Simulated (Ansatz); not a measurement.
## Run report: Cs, geometry relaxation

System: Cs (Im-3m, 1 atom in the cell).
Method: DFT PBE, scalar-relativistic, plane waves, PAW, no spin polarisation (Ansatz 0.2.0).

The structure derives from an entry of the Crystallography Open Database. Figures and captions count atoms from 1; the log counts them from 0 in places.

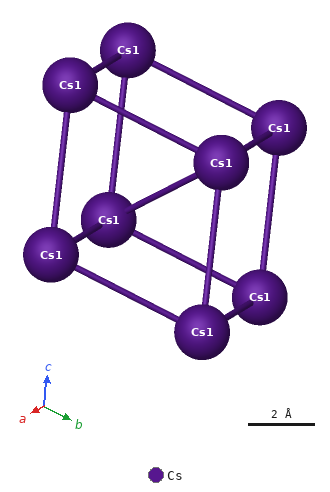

The input geometry (ball-and-stick view of the cell of the calculation, seen slightly off an axis; atoms are numbered from 1 in the order of the input). Near neighbours in the crystal (not all of them lie inside the picture): Cs has 8 Cs at 5.25 Å.

### Input file
```yaml
crystal:
  lattice:
    - [-3.0335, 3.0335, 3.0335]
    - [3.0335, -3.0335, 3.0335]
    - [3.0335, 3.0335, -3.0335]
  atoms:
    - { symbol: Cs, position: [0.0, 0.0, 0.0] }
basis:
  ecutwfc: 420
kpoints:
  mp_grid: { grid: [10, 10, 10] }
hamiltonian:
  xc: pbe
scf:
  occupations: { method: gaussian, width: 0.1 }
output:
  forces: true
  stress: true
  eigenvalues: true
  write_density: true
  write_potential: true
  elf: true
  volumetric_format: npy
relax:
  adjacent_minimum: "off"
  f_tol: 0.005
  max_steps: 80
  cell: { stress_tol: 0.05 }
```

Launch command:
```bash
ansatz run input.yaml --threads 1 --pin off --max-ram 2560MiB --backend cpu --events-out ev --progress --plain --runs-dir out
```

### Output
```
Engine: ansatz 0.2.0, aarch64-unknown-linux-gnu
Pseudopotentials: kind: paw
Pseudopotential: Cs, paw, valence charge 9, recommended cutoff 420 eV (normal), Cs.paw.azcp
Functional definition: PBE
  parameter kappa = 0.804
  parameter beta = 0.06672455060314922
  exchange = pbe_x(kappa = kappa, mu = beta*pi^2/3)
  correlation = pbe_c(beta = beta)
Crystal: 1 atoms, lattice volume = 111.659 Å³
Basis set: ecut = 420 eV, 2171 PW (Γ), exchange–correlation on 72×72×72 points (8 copies of the dense FFT grid, shifted against one another)
Bands: 9, of which v1, the nominal top of the filled ones, is band 5 counted from 1 (4 counted from 0)
Symmetry: 48 space group operations
Space group: Im-3m (ITA 229), of the structure as read, at distance tolerance 4.8e-5 Å
k-points: 47 of 1000
Non-local potential: Cs, projectors of the file, l = 0: 3, l = 1: 2, l = 2: 2, l = 3: 2
PAW form: soft (Blöchl's): semilocal exchange-correlation on the pseudo side does not see the compensation charge
PAW one-centre angular grid: Cs, 194 points (default); XC on 64 Gauss nodes
Initial density: superposition of atomic densities (neutral atoms: chi_scale 0, normalization atom), corrected by the library's trained network
Initial wavefunctions: pseudopotential atomic-orbital guess
Functional: x = pbe(κ = 0.804, μ = 0.2195149727645171), c = pbe(β = 0.06672455060314922)
SCF iter   1: F=—  HF=-5670.762868 eV  |F-HF|=—  |Δ(HF+E_count)|=         —  Δρ=2.21e-4  dr2=3.98e-5  ethr=1.77e-3  ⟨swp⟩=6.0  Hψ=3481  notcnv=0
preconditioner: auto → Kerker (q_TF=auto, 1.793 Å⁻¹)  [metal: Δε(μ)=0.049 eV  Ē_g=2.726 eV  σ=0.100 eV  W_gap=0.27  n_scr=12 (ndim 8)  ℏωp=3.5 eV  f_vac=0.000  D(μ)=1.88/eV (n_scr^D=12)]
SCF iter   2: F=—  HF=-5670.763150 eV  |F-HF|=—  |Δ(HF+E_count)|=   2.82e-4  Δρ=1.37e-4  dr2=3.31e-5  ethr=4.42e-7  ⟨swp⟩=3.5  Hψ=1192  notcnv=0
SCF iter   3: F=—  HF=-5670.763168 eV  |F-HF|=—  |Δ(HF+E_count)|=   1.87e-5  Δρ=4.21e-5  dr2=4.03e-6  ethr=3.68e-7  ⟨swp⟩=2.6  Hψ=632  notcnv=0
SCF iter   4: F=—  HF=-5670.763169 eV  |F-HF|=—  |Δ(HF+E_count)|=   1.50e-7  Δρ=1.38e-5  dr2=7.21e-7  ethr=4.48e-8  ⟨swp⟩=1.0  Hψ=413  notcnv=0
iter 5 did not close the SCF: its close was put off for the readings that it lacked (scf_convergence_deferred on its scf_iter line)
SCF iter   5: F=-5670.763169 eV  HF=-5670.763169 eV  |F-HF|=3.69e-8  |Δ(HF+E_count)|=   2.32e-7  Δρ=6.84e-6  dr2=9.02e-8  ethr=8.01e-9  ⟨swp⟩=2.4  Hψ=601  notcnv=0
SCF iter   6: F=-5670.763169 eV  HF=-5670.763169 eV  |F-HF|=1.14e-9  |Δ(HF+E_count)|=   5.31e-8  Δρ=1.40e-6  dr2=9.59e-10  ethr=1.00e-9  ⟨swp⟩=6.2  Hψ=2334  notcnv=0
SCF 1 converged in 6 iterations: F = -5670.763169 eV  dr2 = 9.59e-10
  greatest PAW one-centre occupation: 0.930 electrons in one spin orbital (limit 2), on the Cs atom at site 0 (counted from 0), in its partial waves of l = 0
relax step   1: F+E_penalty+E_count = -5670.76316883 eV  Δ(F+E_penalty+E_count) = +0.000e0 eV  max|allowed force component| = 0.000e0 eV/Å  Δτ_max = 0.0000 Å  P = +0.099 GPa  Ω = 111.659 Å³  (6 SCF iters, dr2 threshold 1.00e-7 eV, accepted)
Crystal: 1 atoms, lattice volume = 112.042 Å³
Initial density: handed on by an earlier stage of this run
Initial wavefunctions: those handed on with the density
iter 1 solved again at ethr=8.38e-9 eV; its pass at ethr=3.10e-3 eV (dr2=7.54e-7 eV) is discarded
SCF iter   1: F=—  HF=-5670.763397 eV  |F-HF|=—  |Δ(HF+E_count)|=         —  Δρ=9.85e-6  dr2=2.58e-7  ethr=8.38e-9  ⟨swp⟩=3.0  Hψ=4125  notcnv=0
preconditioner: auto → Kerker (q_TF=auto, 1.792 Å⁻¹)  [metal: Δε(μ)=0.051 eV  Ē_g=2.725 eV  σ=0.100 eV  W_gap=0.28  n_scr=12 (ndim 8)  ℏωp=3.5 eV  f_vac=0.000  D(μ)=1.88/eV (n_scr^D=12)]
SCF iter   2: F=—  HF=-5670.763397 eV  |F-HF|=—  |Δ(HF+E_count)|=   2.64e-7  Δρ=5.91e-6  dr2=1.17e-7  ethr=2.86e-9  ⟨swp⟩=1.0  Hψ=423  notcnv=0
SCF iter   3: F=-5670.763397 eV  HF=-5670.763397 eV  |F-HF|=3.41e-9  |Δ(HF+E_count)|=   4.37e-9  Δρ=1.97e-6  dr2=6.82e-9  ethr=2.73e-10  ⟨swp⟩=6.2  Hψ=2516  notcnv=0
SCF 2 converged in 3 iterations: F = -5670.763397 eV  dr2 = 6.82e-9
relax step   2: F+E_penalty+E_count = -5670.76339670 eV  Δ(F+E_penalty+E_count) = -2.279e-4 eV  max|allowed force component| = 0.000e0 eV/Å  Δτ_max = 0.0000 Å  P = +0.092 GPa  Ω = 112.042 Å³  energy of the carried Pulay correction = -2.632e-7 eV  (3 SCF iters, dr2 threshold 2.46e-8 eV, accepted)
Crystal: 1 atoms, lattice volume = 116.808 Å³
Basis set: ecut = 420 eV, 2243 PW (Γ), exchange–correlation on 72×72×72 points (8 copies of the dense FFT grid, shifted against one another)
iter 1 solved again at ethr=2.82e-7 eV; its pass at ethr=3.10e-3 eV (dr2=2.54e-5 eV) is discarded
SCF iter   1: F=—  HF=-5670.764764 eV  |F-HF|=—  |Δ(HF+E_count)|=         —  Δρ=1.09e-4  dr2=3.26e-5  ethr=2.82e-7  ⟨swp⟩=3.0  Hψ=4411  notcnv=0
preconditioner: auto → Kerker (q_TF=auto, 1.780 Å⁻¹)  [metal: Δε(μ)=0.052 eV  Ē_g=2.682 eV  σ=0.100 eV  W_gap=0.29  n_scr=12 (ndim 8)  ℏωp=3.4 eV  f_vac=0.000  D(μ)=1.85/eV (n_scr^D=12)]
SCF iter   2: F=—  HF=-5670.764777 eV  |F-HF|=—  |Δ(HF+E_count)|=   1.26e-5  Δρ=6.59e-5  dr2=1.48e-5  ethr=2.82e-7  ⟨swp⟩=1.0  Hψ=423  notcnv=0
SCF iter   3: F=—  HF=-5670.764778 eV  |F-HF|=—  |Δ(HF+E_count)|=   8.75e-7  Δρ=1.99e-5  dr2=8.64e-7  ethr=1.65e-7  ⟨swp⟩=2.6  Hψ=623  notcnv=0
SCF iter   4: F=—  HF=-5670.764778 eV  |F-HF|=—  |Δ(HF+E_count)|=   4.25e-7  Δρ=4.21e-6  dr2=3.28e-8  ethr=9.60e-9  ⟨swp⟩=2.1  Hψ=634  notcnv=0
SCF iter   5: F=-5670.764778 eV  HF=-5670.764778 eV  |F-HF|=3.20e-9  |Δ(HF+E_count)|=   4.12e-8  Δρ=1.06e-6  dr2=2.30e-9  ethr=2.33e-10  ⟨swp⟩=8.1  Hψ=2400  notcnv=0
SCF 3 converged in 5 iterations: F = -5670.764778 eV  dr2 = 2.30e-9
relax step   3: F+E_penalty+E_count = -5670.76477839 eV  Δ(F+E_penalty+E_count) = -1.382e-3 eV  max|allowed force component| = 0.000e0 eV/Å  Δτ_max = 0.0000 Å  P = +0.004 GPa  Ω = 116.808 Å³  energy of the carried Pulay correction = -3.462e-6 eV  (5 SCF iters, dr2 threshold 2.09e-8 eV, accepted)
Initial wavefunctions: pseudopotential atomic-orbital guess (no wavefunctions were taken with the density)
iter 1 solved again at ethr=3.49e-8 eV; its pass at ethr=3.10e-3 eV (dr2=3.14e-6 eV) is discarded
SCF iter   1: F=—  HF=-5670.764782 eV  |F-HF|=—  |Δ(HF+E_count)|=         —  Δρ=2.14e-6  dr2=2.31e-9  ethr=3.49e-8  ⟨swp⟩=3.6  Hψ=5030  notcnv=0
preconditioner: auto → Kerker (q_TF=auto, 1.780 Å⁻¹)  [metal: Δε(μ)=0.052 eV  Ē_g=2.683 eV  σ=0.100 eV  W_gap=0.29  n_scr=12 (ndim 8)  ℏωp=3.4 eV  f_vac=0.000  D(μ)=1.85/eV (n_scr^D=12)]
SCF iter   2: F=—  HF=-5670.764782 eV  |F-HF|=—  |Δ(HF+E_count)|=   1.60e-7  Δρ=1.22e-6  dr2=1.21e-9  ethr=2.56e-11  ⟨swp⟩=2.2  Hψ=644  notcnv=0
SCF iter   3: F=—  HF=-5670.764782 eV  |F-HF|=—  |Δ(HF+E_count)|=   2.71e-8  Δρ=3.57e-7  dr2=8.91e-11  ethr=1.35e-11  ⟨swp⟩=2.2  Hψ=612  notcnv=0
SCF iter   4: F=—  HF=-5670.764782 eV  |F-HF|=—  |Δ(HF+E_count)|=   2.71e-9  Δρ=8.13e-8  dr2=1.82e-11  ethr=1.00e-12  ⟨swp⟩=2.0  Hψ=637  notcnv=0
SCF iter   5: F=-5670.764782 eV  HF=-5670.764782 eV  |F-HF|=1.82e-12  |Δ(HF+E_count)|=  2.55e-11  Δρ=3.95e-8  dr2=2.31e-12  ethr=1.00e-12  ⟨swp⟩=5.4  Hψ=1505  notcnv=0
SCF 4 converged in 5 iterations: F = -5670.764782 eV  dr2 = 2.31e-12
relax step   4: F+E_penalty+E_count = -5670.76478223 eV  Δ(F+E_penalty+E_count) = -3.838e-6 eV  max|allowed force component| = 0.000e0 eV/Å  Δτ_max = 0.0000 Å  P = +0.004 GPa  Ω = 116.808 Å³  stress off target by 4.26e-3 GPa  SCF on the basis re-selected at this cell (its energy is not comparable with the rows above)  (5 SCF iters)
```

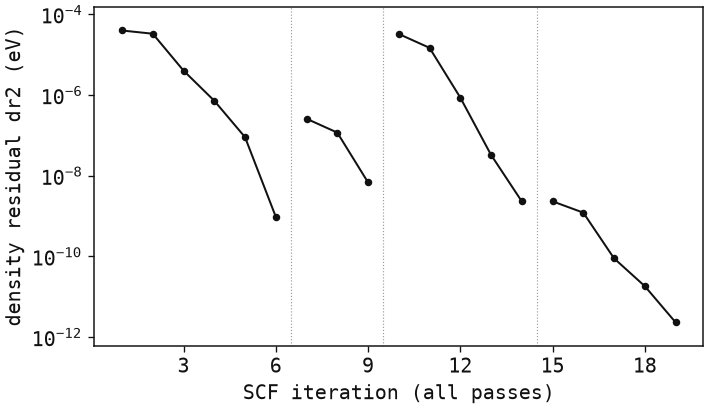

Convergence of the self-consistent field: density residual dr2 against the SCF iteration. The dotted lines part the SCF passes of the relaxation: geometry steps, rejected trials and re-solves on a re-selected basis. The passes take 6, 3, 5 and 5 iterations.

```
basis re-selected at this cell: Δ(F+E_penalty+E_count) = -3.838e-6 eV, ΔP = +0.000 GPa vs the last step (what re-selecting the basis moved, of the pressure what is left beyond the Pulay correction that the steps carried, after the strain that the cell walked since its last selection, with what the two solves' SCF thresholds leave and, on support functions, any second-order correction that the steps lacked; it is no measure of the basis error at this ecutwfc). This SCF's stress stands 4.26e-3 GPa from its target on what of the cell is left free (relax.cell.stress_tol is 5.00e-2 GPa) and its largest allowed force component is 0.00e0 eV/Å (relax.f_tol is 5.00e-3 eV/Å): within both
SCF converged after 5 iterations
Free energy (F): -5670.764782 eV
Harris-Foulkes:  -5670.764782 eV  (|F-HF|=1.82e-12)
Internal energy: -5670.755548 eV  (E = F + TS)
E sigma→0 (E₀):  -5670.760165 eV
Entropy (-TS):   -0.009234 eV (-9.234 meV/atom)
Fermi energy:    2.168508 eV
--- Per-component energies (eV) ---
  E_band       = -92.813306
  E_kinetic    = 140.715304
  E_local      = -396.535599  (includes V_loc(G=0)·N_el)
  E_nonlocal   = 30.214390
  E_hartree    = 139.058591
  E_xc         = -172.850148
  E_vxc        = -124.505641  (∫ρ·V_xc dr)
  E_paw        = -5066.757428  (= ΣΔE_a)
  E_vpaw       = -20.818935  (= ΣTr[D̂ρ^β])
  E_aug_tail   = -0.000001  (compensation charges beyond the density's cutoff)
  E_ewald      = -344.600657
  E_smearing   = -0.009234  (= −TS)
  E_closure    = 0.000000  (closes the sum)
  Σ components = -5670.764782   (vs F -5670.764782, Δ=0.00e0)
--- Forces (eV/Å), atoms counted from 1 ---
  atom   1  Cs    -0.00000000     0.00000000    -0.00000000
  max |Σ_I F_I| component: 6.16e-32 eV/Å
--- Stress (GPa, compression-positive) ---
        0.004256       0.000000      -0.000000
       -0.000000       0.004256      -0.000000
        0.000000      -0.000000       0.004256
  P = ⅓ Tr σ = 0.0043 GPa (0.043 kbar)
--- Band table (eV; the first three rows and the last of 47) ---
  k-point 0: bands = ["-21.7001", "-8.4476", "-8.4476", "-8.4476", "0.5004", "4.6445", "4.6445", "4.6445", "5.4917"]
  k-point 1: bands = ["-21.6995", "-8.4604", "-8.4517", "-8.4476", "0.6092", "4.5260", "4.5347", "4.7519", "5.3210"]
  k-point 2: bands = ["-21.6980", "-8.4936", "-8.4627", "-8.4476", "0.9203", "4.1315", "4.2734", "5.0694", "5.2840"]
  k-point 46: bands = ["-21.6890", "-8.5405", "-8.5405", "-8.5405", "2.8240", "2.8240", "5.1169", "5.1169", "5.1169"]
--- Relaxed structure (3 steps of the walk, 3 accepted, 1 SCFs on fresh bases) ---
  F+E_penalty+E_count = -5670.76478223 eV   max|allowed force component| = 0.000e0 eV/Å   (the final SCF, on the basis selected at the relaxed cell)
  cell:  # Å, volume = 116.8078 Å³
    - [-3.0794321675849554, 3.0794321675849554, 3.0794321675849554]
    - [3.0794321675849554, -3.0794321675849554, 3.0794321675849554]
    - [3.0794321675849554, 3.0794321675849554, -3.0794321675849554]
  atoms:
    - { symbol: Cs, position: [0.0, 0.0, 0.0] }
```

### Trajectory as extended XYZ (Å, eV, eV/Å), 4 frames, from step=1 to step=4
```
1
Lattice="-3.0335 3.0335 3.0335 3.0335 -3.0335 3.0335 3.0335 3.0335 -3.0335" Properties=species:S:1:pos:R:3:forces:R:3 step=1 energy=-5670.76317 pressure_GPa=0.10
Cs    0.0000    0.0000    0.0000    0.0000   0.0000   0.0000
1
Lattice="-3.0370 3.0370 3.0370 3.0370 -3.0370 3.0370 3.0370 3.0370 -3.0370" Properties=species:S:1:pos:R:3:forces:R:3 step=2 energy=-5670.76340 pressure_GPa=0.09
Cs    0.0000    0.0000    0.0000    0.0000   0.0000   0.0000
1
Lattice="-3.0794 3.0794 3.0794 3.0794 -3.0794 3.0794 3.0794 3.0794 -3.0794" Properties=species:S:1:pos:R:3:forces:R:3 step=3 energy=-5670.76478 pressure_GPa=0.00
Cs    0.0000    0.0000    0.0000    0.0000   0.0000   0.0000
1
Lattice="-3.0794 3.0794 3.0794 3.0794 -3.0794 3.0794 3.0794 3.0794 -3.0794" Properties=species:S:1:pos:R:3:forces:R:3 step=4 energy=-5670.76478 pressure_GPa=0.00
Cs    0.0000    0.0000    0.0000    0.0000   0.0000   0.0000
```

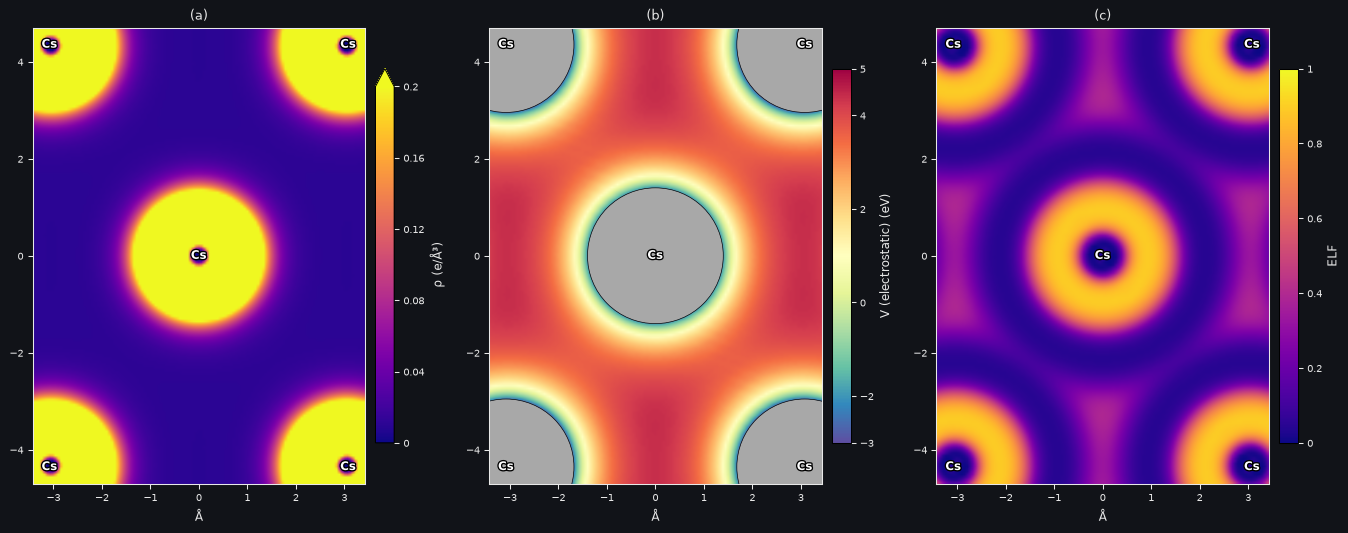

(a) valence charge density (pseudo); (b) electrostatic potential (local pseudopotential plus Hartree) felt by an electron; (c) electron localisation function on the (011̄) plane of the conventional cell. Grey discs, where drawn, cover atomic cores. The plane passes through Cs nuclei. Cs–Cs (5.33 Å): ρ at the midpoint is about 0.01 e/Å³; the ELF is about 0.10 at the midpoint; no localised pair between them. Away from the nuclei the density in this plane falls to 0.01 e/Å³ at its lowest. The strong features right at Cs lie inside the PAW spheres (semicore, d or f shells) and say nothing about bonding. Outside the cores the potential energy rises away from the atoms and is highest about 3.2 Å from the nearest atoms; outside the discs it spans about 7 eV, and its zero is arbitrary. The fields are those of the smooth PAW valence density.

### Summary

```csv
quantity,value
outcome,converged
space group (tolerance 0.01 Å),Im-3m (229)
electrons treated,9
free energy,−5670.7648 eV
Fermi energy,2.169 eV
gap on the k-point mesh,none (metallic)
pressure,0.00 GPa
final volume,116.81 Å³
largest force (length of the vector) at the end,under 0.001 eV/Å
final cell,"a = 5.334 Å, b = 5.334 Å, c = 5.334 Å, α = 109.47°, β = 109.47°, γ = 109.47°"
hardware,"1 thread of an Arm (aarch64) CPU, shared host"
wall time,13 s
peak memory,0.37 GiB
```
